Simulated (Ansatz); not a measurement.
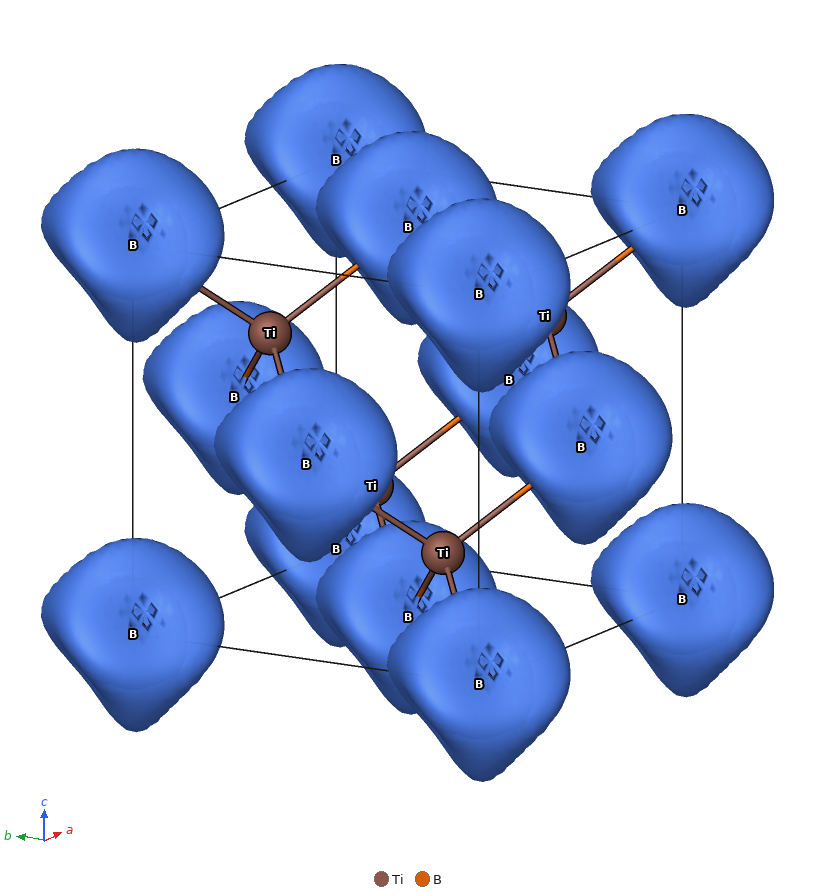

Figure. TiB. Isosurface of the electron localisation function at 0.7 (blue), seen at an oblique angle. Core shells and regions of very low density are left out. Sticks mark near contacts.

Space group F-43m; computed pressure about 15 GPa in this cell; computed without spin polarisation.

The calculation used Ansatz, DFT LDA, scalar-relativistic, plane waves, PAW.

The calculation's input:

```
crystal:
  lattice:
    - [0.0, 2.3986911122, 2.3986911122]
    - [2.3986911122, 0.0, 2.3986911122]
    - [2.3986911122, 2.3986911122, 0.0]
  atoms:
    - { symbol: Ti, position: [0.75, 0.75, 0.75] }
    - { symbol: B, position: [0.0, 0.0, 0.0] }
basis:
  ecutwfc: 420
kpoints:
  mp_grid: { grid: [16, 16, 16] }
hamiltonian:
  xc: lda
scf:
  occupations: { method: fermi_dirac, width: 0.15 }
output:
  forces: true
  stress: true
  eigenvalues: true
  write_density: true
  write_potential: true
  elf: true
  volumetric_format: npy
relax:
  adjacent_minimum: "off"
  f_tol: 0.001
  max_steps: 60
  cell: { stress_tol: 0.02, p_target: 15.0 }
```

Run with:

```sh
ansatz run input.yaml --threads 1 --pin off --max-ram 3072MiB --backend cpu --events-out ev --progress --plain --runs-dir out
```

Below, planes, directions and counts refer to the conventional cell (a = 4.69 Å, b = 4.69 Å, c = 4.69 Å, α = 90.00°, β = 90.00°, γ = 90.00°).

The fields are those of the run's last geometry, not of the input's.

### What do the ELF domains correspond to?

The ELF exceeds this value in four regions wrapped around B (the valence shell of each), counted in one cell of 8 atoms. Regions shared between cells count once. Along the contacts the grid gives the following. Ti–B (2.03 Å): the ELF peaks at about 0.70 in the valence shell of B, 0.7 Å from its nucleus, and is about 0.35 at the midpoint.
